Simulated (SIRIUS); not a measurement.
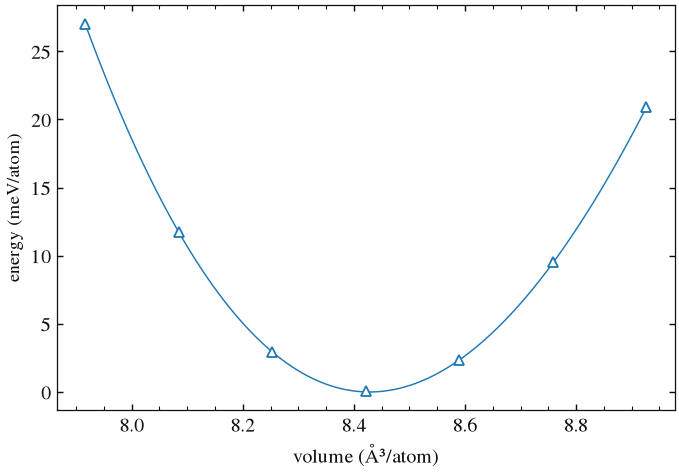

Plotted: energy against volume for AlN, space group Fm-3m (No. 225).

Cell as given: a = 2.877 Å, b = 2.877 Å, c = 2.877 Å, α = 60.00°, β = 60.00°, γ = 60.00°; 2 atoms.

Method: all-electron LAPW DFT, no spin polarisation; energies at scaled volumes of the given cell, shape and fractions fixed, counted from the fit's minimum, third-order Birch-Murnaghan fit (SIRIUS 7.12.0). Level: PBE.

k mesh 11×11×11; occupations Fermi–Dirac; smearing width 0.05 eV; potentials all electron FP LAPW; program settings basis apw+lo standard, gk cutoff 4.61 1/bohr, pw cutoff 24 1/bohr.

> Give the fitted equation-of-state parameters.

A third-order Birch–Murnaghan fit gives V0 = 8.43 Å³/atom, B0 = 250 GPa and B′ = 4.1.
